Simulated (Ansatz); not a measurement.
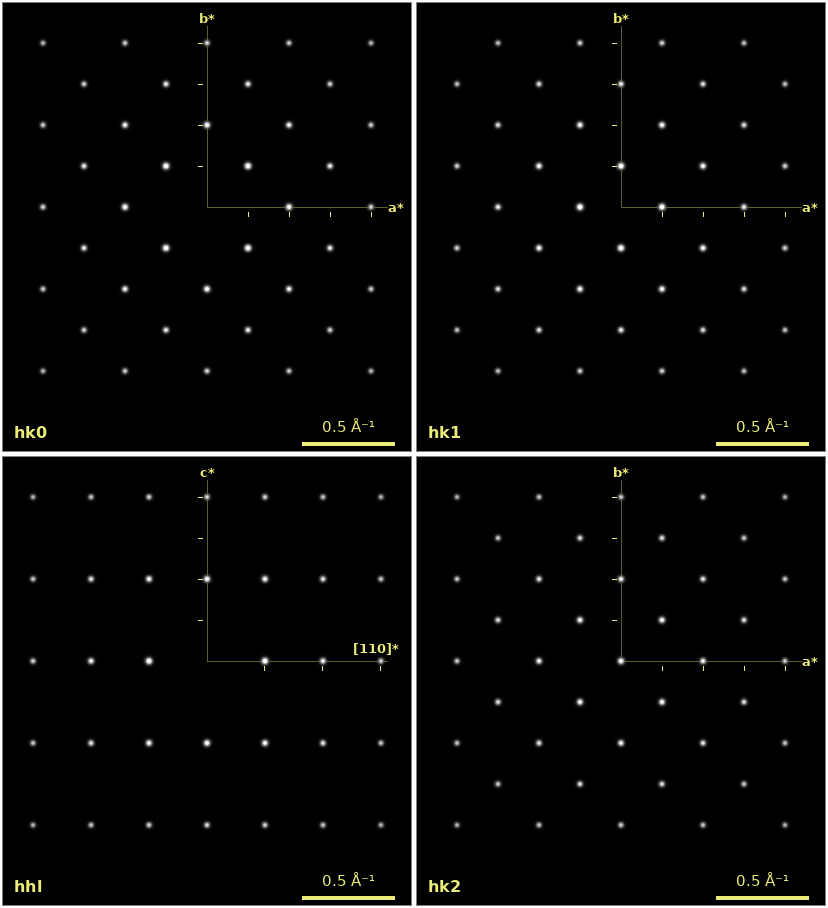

Four undistorted layers of reciprocal space, calculated for a single crystal (X-rays, kinematic |F|², B = 0.5 Å²). Tick marks count the reciprocal lattice steps of the conventional cell along each axis.

> What cell do the layers give?

a* = 0.225, b* = 0.225, c* = 0.225 Å⁻¹; the cell is cubic with a = 4.45 Å.

> Which reflection conditions do the layers show?

Reflections are present only under these conditions. hkl: h + k + l = 2n; hk0: h + k = 2n; hhl: l = 2n; h00: h = 2n. The lattice is body-centred (I).

> Which space groups fit?

The intensities have Laue symmetry m-3m (the hk0 layer shows 4mm, hk1 shows 4mm). With these conditions the candidates are I432 (No. 211), I-43m (No. 217), Im-3m (No. 229). Diffraction geometry alone does not choose among them; the structure has Im-3m. The compound is Ca. Structure: the input geometry of an electronic-structure calculation (not necessarily at equilibrium); the starting structure was generated, so it need not be a known form of this composition.
